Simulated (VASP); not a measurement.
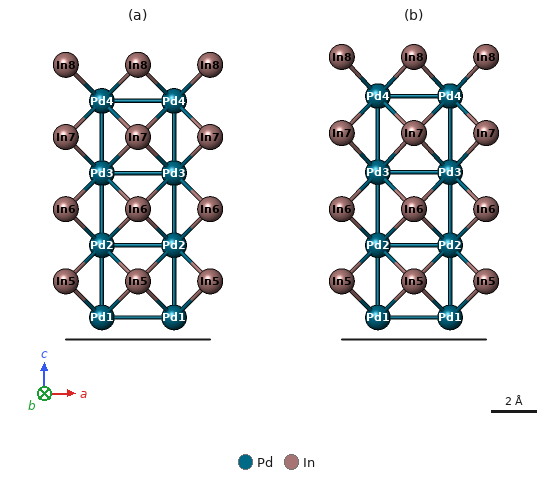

The structure of a slab of composition InPd before (left) and after (right) a relaxation, at one scale.

Style: ball-and-stick. Shown: the 2 × 2 repeat of the cell, outlined in the plane, without the vacuum, along the b axis.

The run lets the atoms move in a fixed cell. 4 atoms are held fixed.

Theory: Kohn-Sham DFT of a periodic cell, RPBE, VASP PAW PBE potentials, recommended in VASP 6.6.1.

The input:
```
ALGO = Fast ; DIPOL = 0.5 0.5 0.500
EDIFF = 1E-7 ; EDIFFG = -0.005
ENCUT = 520 ; GGA = RP
IBRION = 2 ; IDIPOL = 3
ISIF = 2 ; ISMEAR = 0
LASPH = T ; LCHARG = F
LDIPOL = T ; LREAL = F
LWAVE = F ; NELM = 80
NSW = 40 ; PREC = Accurate
SIGMA = 0.05
```

Run as
```bash
cat potpaw_PBE.64/Pd/POTCAR potpaw_PBE.64/In_d/POTCAR > POTCAR
mpirun -np 1 vasp_std > vasp.out
```

What changed between the two?

After 14 geometry steps the energy has fallen by 73.8 meV per cell of the calculation. The largest force component goes from 1.1 to 1.1 eV/Å. The largest move is that of In8, 0.36 Å along the normal (+c). By element the largest moves are In 0.36 Å, Pd 0.22 Å. The cell stays as it was. Near-neighbour distances that change, for instance: Pd3–Pd4 3.272 → 3.449 Å, Pd4–In8 2.834 → 2.916 Å, Pd3–In7 2.834 → 2.915 Å, Pd2–Pd3 3.272 → 3.313 Å. Bond angles that change, for instance: Pd4–In8–Pd4 109.5° → 105.0°, Pd4–In8–Pd4 70.5° → 68.3°.
